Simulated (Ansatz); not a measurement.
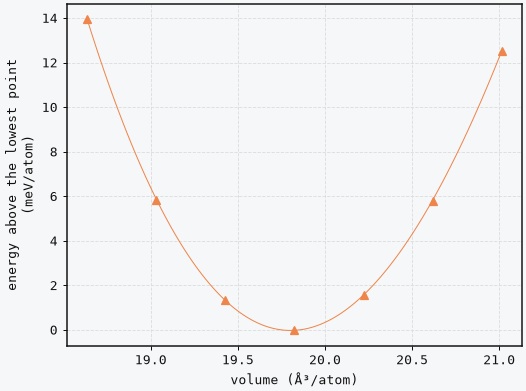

The plot gives the computed energy above the lowest point against volume for PbO₃, space group Pm-3m (No. 221) (one of a set of cubic test structures, which need not be the stable phase).

Computed with Ansatz 0.2.0 development build: equation of state of a cubic crystal from periodic Kohn-Sham density functional theory without spin, third-order Birch-Murnaghan fit to the free energies; pressure corrected for the finite basis. Level: PBE, no spin-orbit coupling.

- structure type: ReO3
- atoms in cell: 4
- space group number: 221
- lattice centring: simple cubic
- k mesh: 9×9×9
- occupation method: Fermi–Dirac
- occupation width: 0.06123 eV
- wave cutoff: 700 eV
- datasets: hard PAW
- density tolerance: 1e−09 eV
- bands: 24
- density cutoff ratio: 4
- search for lower states: default

From this curve and the settings, what does the calculation give for the pressure at the same points?

The pressure falls from 4.080 GPa at volume 18.64 Å³/atom to −3.191 GPa at 21.01 Å³/atom, and changes sign near 19.80 Å³/atom.

| volume (Å³/atom) | pressure (GPa) |
| --- | --- |
| 18.64 | 4.080 |
| 19.03 | 2.515 |
| 19.43 | 1.156 |
| 19.82 | −0.060 |
| 20.22 | −1.185 |
| 20.62 | −2.229 |
| 21.01 | −3.191 |

Caveats: cubic model structure, not the ambient form; modest k-mesh, values are not fully converged in k; no spin polarisation, a magnetic state may lie lower; no spin-orbit coupling with 6p elements.
